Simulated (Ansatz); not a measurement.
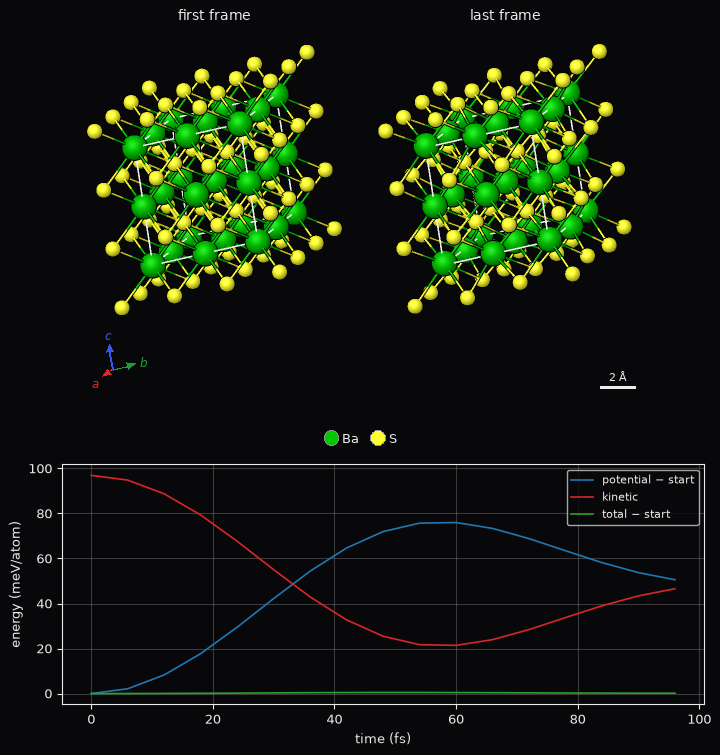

Molecular dynamics of a 16-atom cell of BaS (set up in Fm-3m), 96 fs long. The picture is a ball-and-stick view of the reduced simulation cell, seen slightly off an axis. Bonds to atoms that aren't drawn are left out. Lengths and directions refer to the drawn axes.

Computed with Ansatz 0.2.0, DFT PBEsol, scalar-relativistic, plane waves, PAW. Set-up: plane-wave cutoff 420 eV; k-point mesh 2 × 2 × 2; Fermi-Dirac smearing 0.0689 eV; volume 1.02 times that of the relaxed crystal; constant energy (NVE); velocities drawn for 800 K; time step 6 fs.

Question: How well is the energy conserved, and can the run be trusted?

Answer: The total energy stays between 0 and 0.48 meV per atom of its start. A straight-line fit has a slope that amounts to +0.2 meV per atom over 96 fs (0.4 % of the mean kinetic energy), and the ripple about it is 0.6 % of the kinetic energy's fluctuation. With a drift under 2 % and a ripple under 7 %, the integration is accurate. The time step of 6 fs is long for the fastest vibrations here (lightest element sulfur). The mean temperature in the second half is 260 K (standard deviation 74 K). The first frame carries almost no forces, so kinetic energy first flows into potential energy: the temperature drops from 800 to 177 K within 60 fs, and without a thermostat its mean stays below the start. The potential energy is still drifting at the end, so the run hasn't reached equilibrium. The potential energy in the second half lies on average 65.8 meV per atom above the first frame. The mean pressure there is −0.8 GPa.

Cost: 80 s on 4 threads of Intel(R) Xeon(R) Platinum 8175M CPU @ 2.50GHz (Skylake/Cascade Lake) (shared host), peak memory 1.3 GiB.
